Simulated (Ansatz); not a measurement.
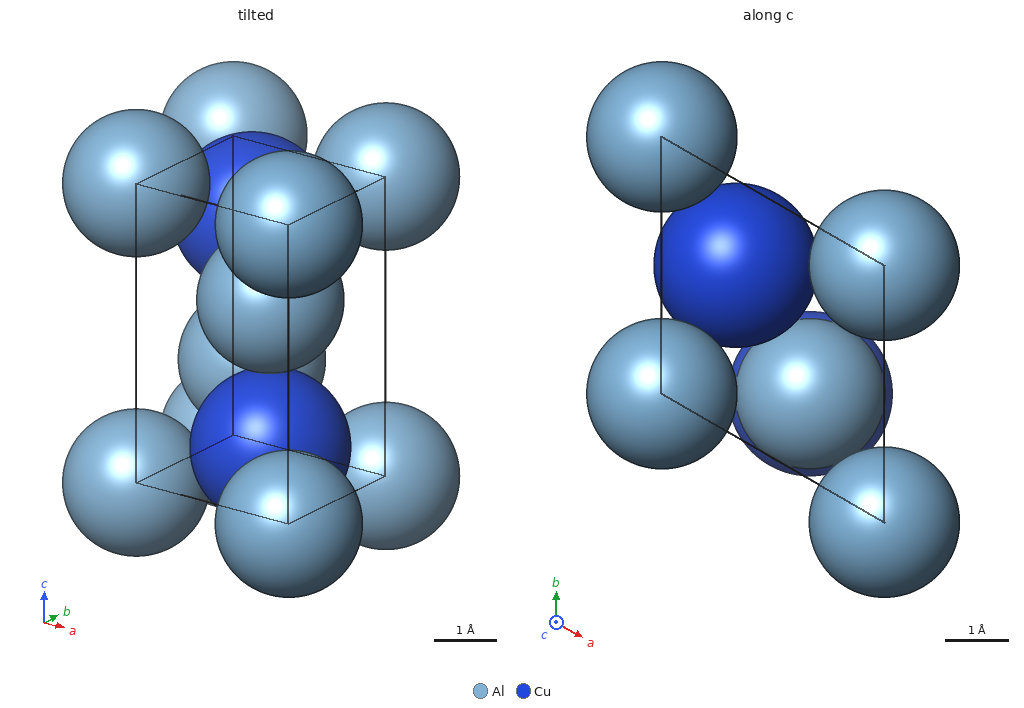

The figure gives a space-filling picture of the atoms, viewed slightly off an axis and along the c axis. One conventional unit cell is framed, with atoms on its boundary repeated. Cell: a = 4.099 Å, b = 4.099 Å, c = 4.982 Å, α = 90.00°, β = 90.00°, γ = 120.00°.

Chemical formula Al3Cu2. It takes space group P-3m1 (No. 164) on a primitive hexagonal lattice. With Z = 1, the cell contains 3 Al, 2 Cu.

The structure was taken from a structure listed in the Materials Project. Earlier steps of the study, as a rule a relaxation of our own, may have changed the cell and positions, so they can lie some per cent off the listed ones. An electronic-structure calculation with Ansatz was run on it.
